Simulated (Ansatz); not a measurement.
# Calculations on Sb2Pt

**1. Relaxation**

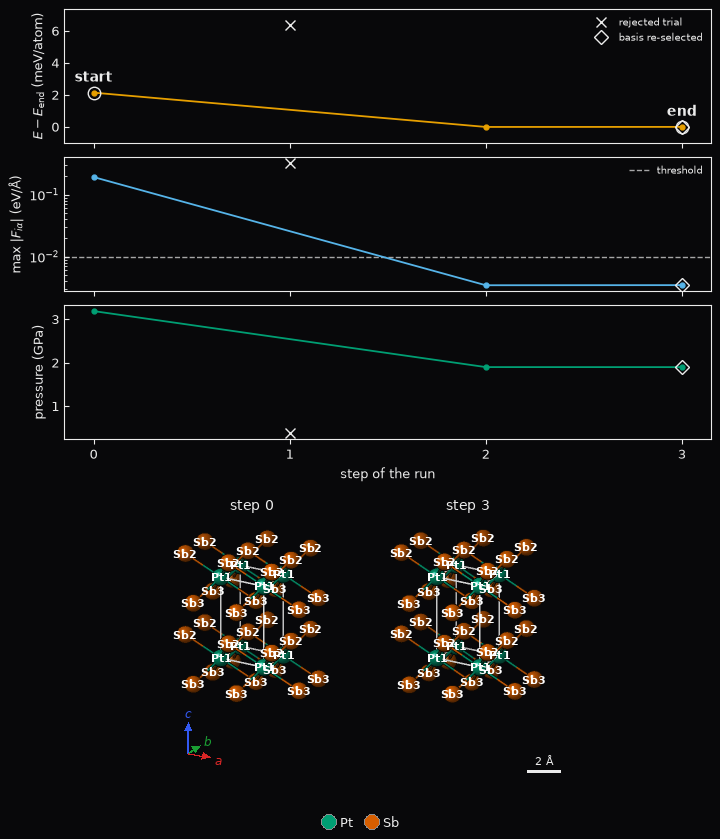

First and last geometry of a relaxation of crystalline Sb2Pt (built on the CdI2 type), with the history of the run. A ball-and-stick model of the cell of the calculation, seen slightly off an axis.

Case: volume × 0.960.

Level of theory: DFT PBE, scalar-relativistic, plane waves, PAW (Ansatz 0.2.0). Set-up: plane-wave cutoff 420 eV; k-point mesh 10 × 10 × 6; occupations gaussian; smearing width 0.05 eV; no spin polarisation; cell relaxed at fixed volume; force threshold 0.01 eV/Å; at most 40 steps.

Q: Did the run converge, and what did it change?

A: It converged. The largest moves relative to the cell, 0.033 Å, are those of Sb2 and Sb3. Sb2 goes along +c. Pt stays in place. The drawn cell changes at constant volume: a = b 4.003 → 3.996 Å (−0.2 %), c 5.162 → 5.180 Å (+0.3 %). Among the contacts that change: Pt1–Sb2 2.681 → 2.697 Å. The space group stays P-3m1 (No. 164). Over 1 accepted move (3 points after the start) the energy falls by 2.1 meV per atom. Largest force component: 0.19 eV/Å at the start, 0.0035 eV/Å at the end. Pressure: 3.19 GPa at the start and 1.90 GPa at the end. The line search rejected the trial step at point 1 of the run. At 1 point the geometry stayed and the basis and grid were re-selected for the new cell (energy shift of less than 0.05 meV per atom at most each time). Cost: 16 s on 2 threads of Arm Neoverse V2 (shared host), peak memory 0.43 GiB.

**2. Relaxation**

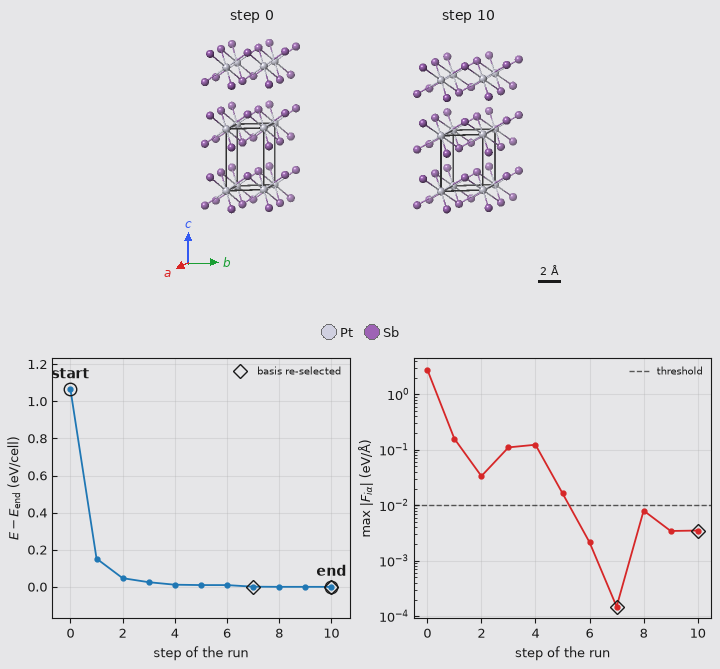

First and last geometry of a relaxation of a crystal of Sb2Pt (built on the CdI2 type), with the history of the run. A ball-and-stick model of the cell of the calculation, repeated 1 × 1 × 2 with one cell outlined, seen slightly off an axis.

The calculation used Ansatz, DFT PBE, scalar-relativistic, plane waves, PAW.

The input:
```yaml
crystal:
  lattice:
    - [3.6087766206, 0.0, 0.0]
    - [-1.8043883103, 3.12529223, 0.0]
    - [0.0, 0.0, 5.8217056803]
  atoms:
    - { symbol: Pt, position: [0.0, 0.0, 0.0] }
    - { symbol: Sb, position: [0.3333333333, 0.6666666667, 0.252] }
    - { symbol: Sb, position: [0.6666666667, 0.3333333333, 0.748] }
basis:
  ecutwfc: 420
  ecutrho_ratio: 4
kpoints:
  mp_grid: { grid: [12, 12, 6] }
hamiltonian:
  xc: pbe
scf:
  occupations: { method: gaussian, width: 0.05 }
output:
  forces: true
  stress: true
  eigenvalues: true
relax:
  f_tol: 0.01
  max_steps: 60
  cell: { stress_tol: 0.04 }
```

Launched with:
```bash
ansatz run input.yaml --threads 2 --pin off --max-ram 2662MiB --backend cpu --events-out ev --progress --plain --runs-dir out
```

### What do the curves and the structures tell?

It converged. After 8 accepted moves (10 points after the start) the energy has fallen by 1.065 eV per cell of the calculation. Largest force component: 2.8 eV/Å at the start, 0.0035 eV/Å at the end. Pressure: 24.80 GPa at the start and 0.01 GPa at the end. At 2 points the geometry stayed and the basis and grid were re-selected for the new cell (energy shift of 8.7 meV per cell of the calculation at most each time). The largest moves relative to the cell, 0.070 Å, are those of Sb2 and Sb3. Sb3 goes along −c. Pt stays in place. The drawn cell changes as follows: a = b 3.609 → 4.025 Å (+11.5 %), c 5.822 → 5.249 Å (−9.8 %); the volume changes by +12.2 %. Some distances before and after: Pt1–Sb2 2.548 → 2.709 Å. Among the angles between lasting bonds that change: Sb2–Pt1–Sb2 90.2° → 95.9°, Pt1–Sb2–Pt1 90.2° → 95.9°, Sb2–Pt1–Sb3 89.8° → 84.1°. The space group stays P-3m1 (No. 164). Cost: 56 s on 2 threads of Arm Neoverse V2, on a shared host, peak memory 0.47 GiB.

| step | E − E(0), meV/atom | largest force component, eV/Å | pressure, GPa | volume, Å³/atom | note |
| --- | --- | --- | --- | --- | --- |
| 0 | 0.00 | 2.7898 | 24.80 | 21.887 |  |
| 1 | -304.02 | 0.1587 | -0.32 | 24.470 |  |
| 2 | -339.22 | 0.0335 | -0.22 | 24.642 |  |
| 3 | -346.47 | 0.1105 | 1.09 | 23.820 |  |
| 4 | -350.98 | 0.1234 | -0.38 | 24.335 |  |
| 5 | -351.64 | 0.0164 | 0.11 | 24.413 |  |
| 6 | -351.66 | 0.0021 | -0.01 | 24.431 |  |
| 7 | -354.55 | 0.0001 | 0.21 | 24.431 | same geometry, new basis |
| 8 | -354.81 | 0.0080 | 0.05 | 24.506 |  |
| 9 | -354.82 | 0.0034 | 0.02 | 24.549 |  |
| 10 | -354.86 | 0.0035 | 0.01 | 24.549 | same geometry, new basis |

**3. Distortion**

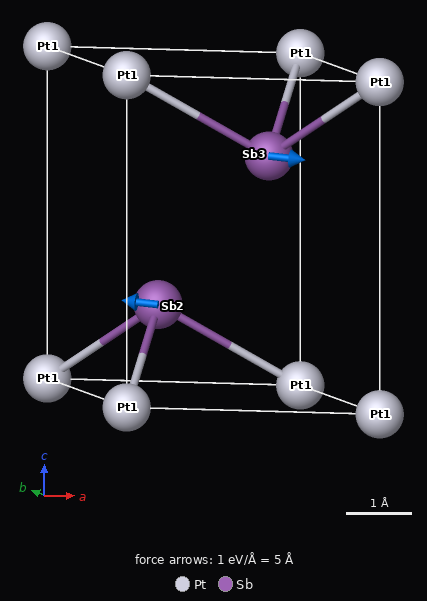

A changed version of solid Sb$_{2}$Pt (built on the CdI2 type), with the computed forces as blue arrows. Besides, the cell is strained by +1.0 % along [1 −3 0], −1.0 % along [3 2 0], none along the third axis (volume 0.0 %). A ball-and-stick model of the cell of the calculation, seen slightly off an axis.

These are results of DFT PBE, scalar-relativistic, plane waves, PAW in Ansatz, not measurements. (plane-wave cutoff 420 eV; k-point mesh 10 × 10 × 6; occupations gaussian; smearing width 0.05 eV; no spin polarisation)

How do the forces relate to the distortion?

Answer. The atoms keep their fractional coordinates. No relaxation follows. Among the bonded contacts that change: Pt–Sb 2.705 → 2.688 to 2.723 Å. The space group (tolerance 0.01 Å) goes from P-3m1 (No. 164) to P-1 (No. 2). It costs 1.4 meV per atom. Pressure: 0.0 GPa before, 0.0 GPa after. The principal stresses (compression positive) are 1.2 GPa along [3 2 −1], −1.1 GPa along [1 −2 1], none along the third axis. The largest forces, 0.12 eV/Å, act on Sb2 and Sb3; on Sb2 it points along −a.
